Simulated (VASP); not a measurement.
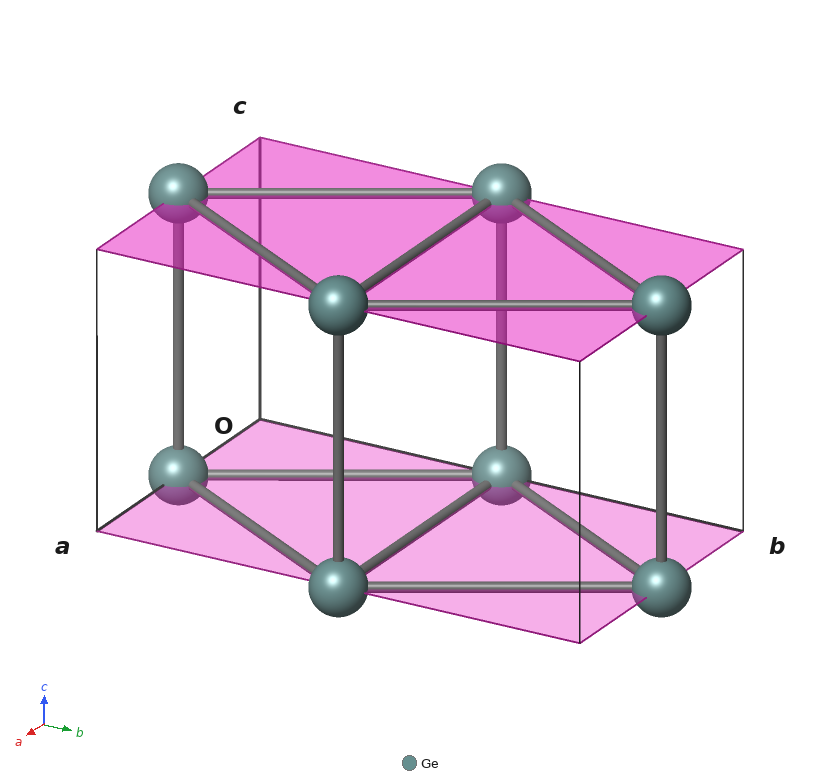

Crystal: Ge, coordinates from a relaxation with VASP 6.6.1, VASP Kohn-Sham DFT of a periodic cell, r2SCAN, VASP PAW PBE potentials, recommended. Every member of one family of equally spaced planes, hx + ky + lz = a whole number, that cuts the unit cell is shaded (one member passes through the origin O). The drawing is computed from the coordinates (standard cell, symmetry found to 0.002 Å).

a = 2.838 Å, b = 4.890 Å, c = 2.689 Å, α = 90.00°, β = 90.00°, γ = 90.00°.

Which (hkl) family is drawn?

(0 0 1); the opposite sign names the same planes. The member next to the origin meets the axes a never, b never, c at 1.

What is the spacing?

d = 2.689 Å.

Which atoms of the cell lie in these planes (within 0.03 Å)?

all 2 Ge.
